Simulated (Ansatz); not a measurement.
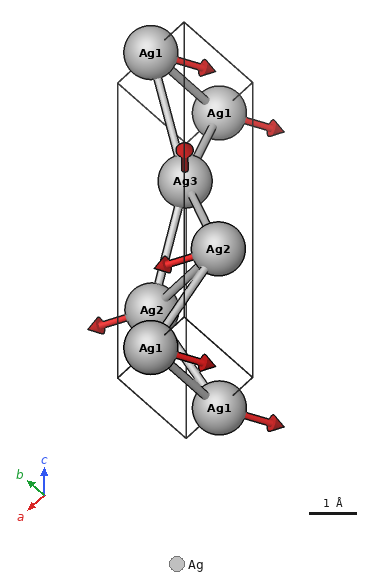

One vibrational mode of crystalline Ag (a generated structure) at the zone centre. Displacements are drawn as red arrows; their common scale and sign are arbitrary. A ball-and-stick model of the cell of the calculation, seen from a free direction.

Method: DFT PBE, scalar-relativistic, plane waves, PAW (Ansatz 0.2.0). Set-up: plane-wave cutoff 420 eV; k-point mesh 18 × 18 × 6; occupations fermi dirac; smearing width 0.15 eV; no spin polarisation.

The frequencies depend somewhat on the k-mesh and the smearing.

**What mode is this, and where does it lie in the spectrum?**

This is the B₂ mode at 74 cm⁻¹, optical level 3 of 4, counted from below (1 lower level is imaginary, so the structure is unstable), silent by symmetry (neither infrared- nor Raman-active). Atoms of one kind move against one another, with no net shift of their sublattice.
